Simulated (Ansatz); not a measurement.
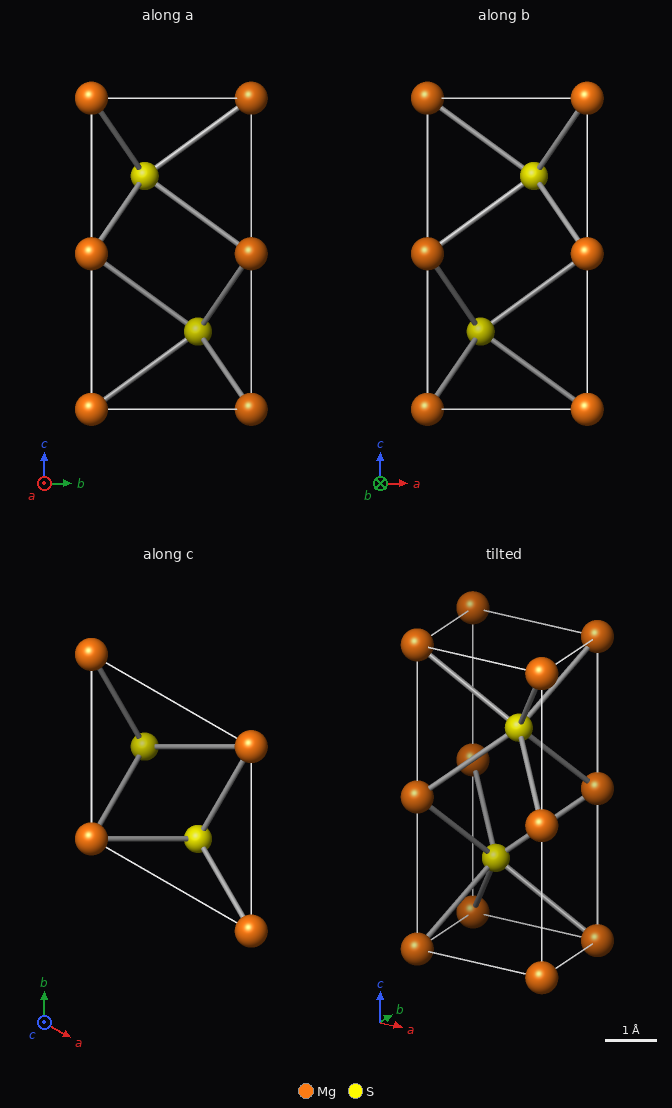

The crystal in a ball-and-stick representation, seen along the a axis, along the b axis, along the c axis and slightly off an axis. The edges of the conventional unit cell are marked.

Lattice parameters: a = 3.6454 Å, b = 3.6454 Å, c = 6.1474 Å, α = 90.000°, β = 90.000°, γ = 120.000°.

### Give the structure in the form of a CIF with its space group and independent sites.

```cif
data_structure
_symmetry_space_group_name_H-M 'P 63/m m c'
_symmetry_Int_Tables_number 194
_cell_length_a 3.6454
_cell_length_b 3.6454
_cell_length_c 6.1474
_cell_angle_alpha 90.000
_cell_angle_beta 90.000
_cell_angle_gamma 120.000
_cell_volume 70.75
loop_
_atom_site_label
_atom_site_type_symbol
_atom_site_symmetry_multiplicity
_atom_site_Wyckoff_symbol
_atom_site_fract_x
_atom_site_fract_y
_atom_site_fract_z
_atom_site_occupancy
Mg1 Mg 2 a 0.0000 0.0000 0.0000 1
S1 S 2 c 0.3333 0.6667 0.2500 1
```

Its origin is a structure type filled with these elements by a generator (whether the compound takes this form wasn't checked). Earlier steps of the study may have refined or changed the cell and positions. A calculation with Ansatz used it as input.
